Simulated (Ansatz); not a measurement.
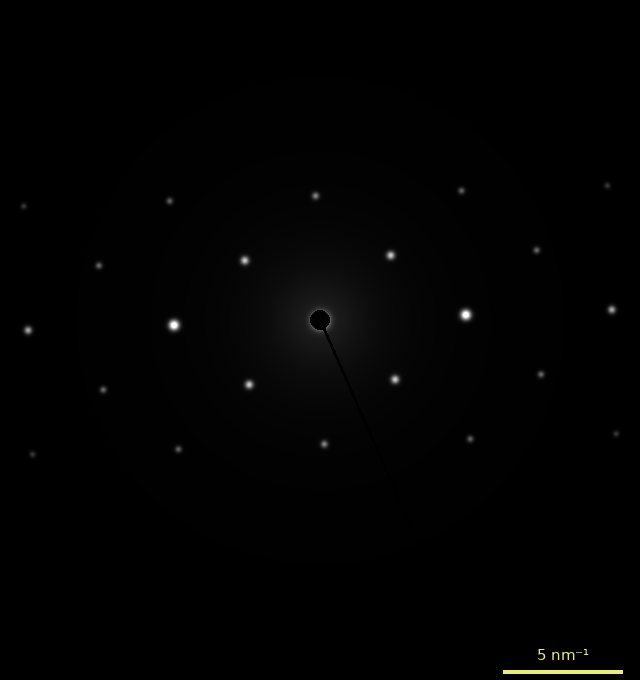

The pattern is a kinematic simulation for 80 kV electrons (no multiple scattering; isotropic B = 0.5 Å²).

Phase: MgO, space group P6_3mc (No. 186), a = 3.25 Å, c = 10.40 Å (hexagonal axes). Structure: the geometry relaxed with DFT r2SCAN, scalar-relativistic, plane waves, PAW in Ansatz 0.2.0; the starting structure was generated, so it need not be a known form of this composition.

Q: Which low-index zone axis gives this pattern?

A: The spots form a centred rectangular net with both shortest vectors at d = 2.47 Å, 80.8° apart. They index as 0 1 -2 and -1 1 2, so the zone axis is [421] (or an equivalent direction of <421>).

Q: Which reflections of this zone are missing, and why?

A: Reflections such as 1 1 -6, 2 -1 -6, 2 0 -8 are allowed but too weak to see at this display level.

Q: List the strongest reflections.

A: Strongest reflections with d > 0.80 Å, one of each family (|F|² from tabulated Gaussian fits of the electron scattering factors, times a small damping for the curvature of the Ewald sphere):

```csv
hkl,d (Å),I (strongest = 100)
1 -2 0,1.623,100
1 -1 -2,2.473,21
2 -4 0,0.812,12
1 0 -4,1.909,5
2 -3 -2,1.041,2
2 -2 -4,1.237,2
```
